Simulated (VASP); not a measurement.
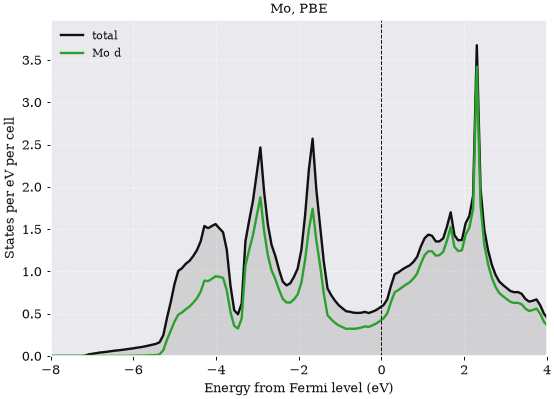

Density of states. Energies are counted from the Fermi level. The partial curves are projected inside the PAW spheres; the rest of the total lies in parts that aren't drawn and between the spheres.

System: bcc Mo, space group Im-3m (No. 229), 1 atom in the primitive cell; cubic a = 3.162 Å.

Computed with VASP 6.6.1: PBE, VASP PAW PBE potentials, release 64 (Mo_sv), no spin polarisation, no spin-orbit coupling, 12×12×12 k mesh in the self-consistent step, 520 eV cutoff, Gaussian smearing of 0.1 eV.

Q: What is the density of states at the Fermi level?

A: It is a metal. The density of states at the Fermi level is about 0.62 per eV and cell (mean within 0.25 eV).

Q: Where is the tallest peak in the window, and which states make it?

A: The tallest peak in the window is at 2.3 eV; by projected weight it is Mo d almost alone (inside the spheres).

Q: What carries the states at the Fermi level?

A: By projected weight, the states within 0.3 eV of the Fermi level are Mo d almost alone (inside the spheres).

The density of states was taken on a 18×18×18 mesh with the tetrahedron method. The cell was derived from a database entry in an earlier step, so it needn't be the measured one.
